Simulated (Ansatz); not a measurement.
Here is a crystal structure:

```
V
1.0
     2.95840    0.00000    0.00000
     0.00000    2.95840    0.00000
     0.00000    0.00000    2.95840
V
2
Direct
  0.00000 0.00000 0.00000
  0.50000 0.50000 0.50000
```

Q: Before looking at a picture, describe the arrangement of atoms.

A: The element is vanadium. Symmetry: Im-3m (No. 229), body-centred cubic lattice. The structure type is body-centred cubic (W type). The cell holds two atoms. V bonds to eight V in a cubic arrangement at 2.56 Å. Not all metal-metal contacts are counted. The bonds build a three-dimensional framework.

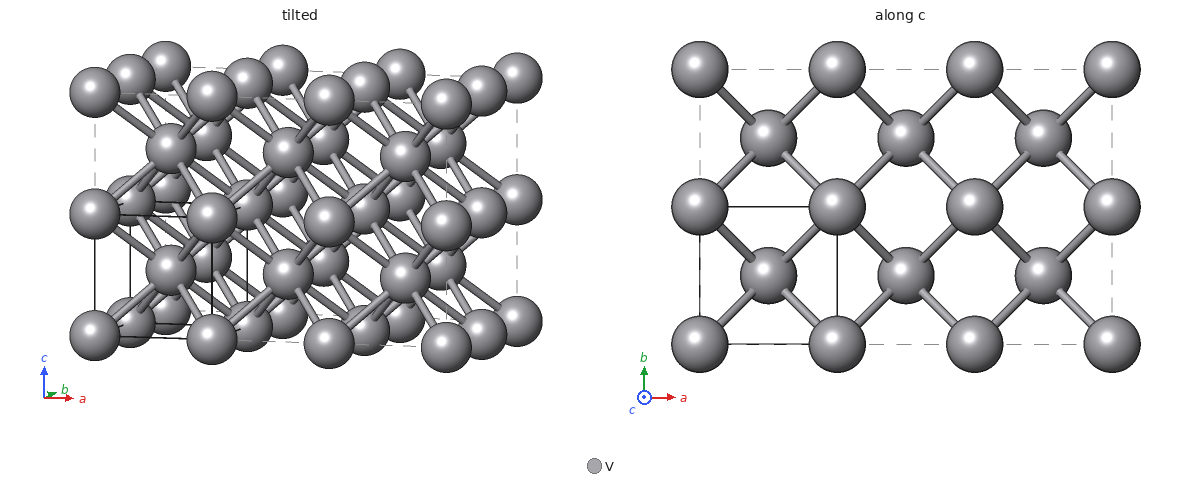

We look at a ball-and-stick model of the crystal slightly off an axis and along the c axis. 3×2×2 cells are drawn; the solid outline is the conventional unit cell. Colours: vanadium grey.

The cell started as the standard structure of this element. Earlier steps of the study may have refined or changed the cell and positions. An electronic-structure calculation with Ansatz was run on it.
